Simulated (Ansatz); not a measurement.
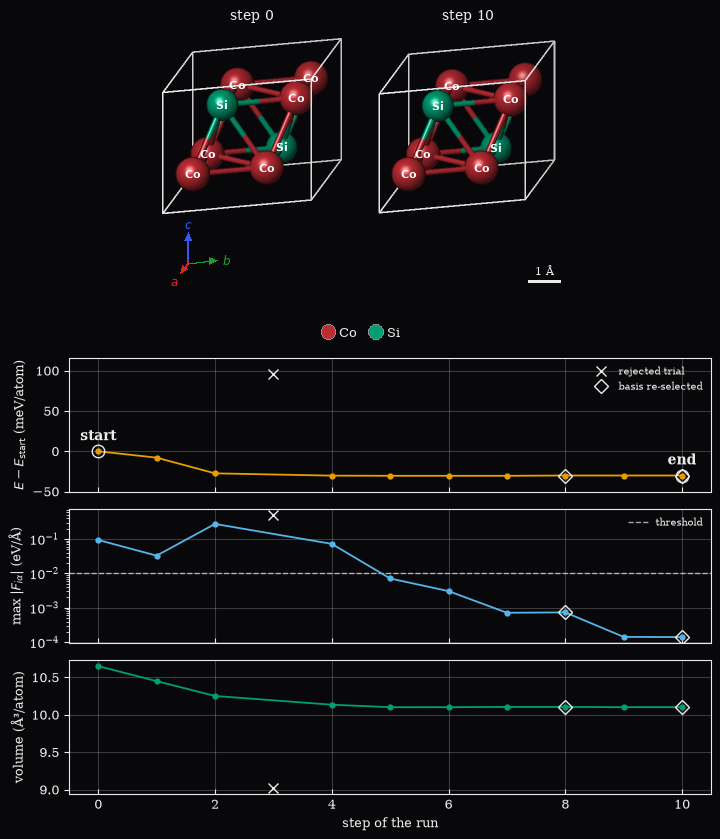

First and last geometry of a relaxation of a crystal of Co₃Si (set up in P6_3/mmc), with the history of the run. The picture is a ball-and-stick view of the cell of the calculation, seen slightly off an axis.

Case: relaxed functional: PBEsol.

All numbers below come from DFT PBEsol, scalar-relativistic, plane waves, PAW in Ansatz 0.2.0. Settings: plane-wave cutoff 420 eV; k-point mesh 12 × 12 × 10; occupations gaussian; smearing width 0.1 eV; collinear spin; cell and atoms relaxed; force threshold 0.01 eV/Å; at most 60 steps.

Did the run converge, and what did it change?

It converged. Over 7 accepted moves (10 points after the start) the energy falls by 30.1 meV per atom. Largest force component: 0.094 eV/Å at the start, 0.00014 eV/Å at the end. The pressure goes from −8.09 to 0.00 GPa. The line search rejected the trial step at point 3 of the run. The SCF was repeated twice at an unchanged geometry on a basis and grid sized afresh for the cell, which shifted the energy by 0.4 meV per atom at most. The largest moves relative to the cell, 0.009 Å, are those of Co atoms. Si stays in place. The drawn cell changes as follows: a = b 4.976 → 4.889 Å (−1.8 %), c 3.973 → 3.904 Å (−1.7 %); the volume changes by −5.1 %. Near-neighbour distances that change, for instance: Co–Co 2.500 → 2.441 Å, Co–Co 2.456 → 2.408 Å, Co–Si 2.488 → 2.445 Å, Co–Si 2.447 → 2.410 Å. The space group stays P6_3/mmc (No. 194). The program noted that the starting moments weren't kept.
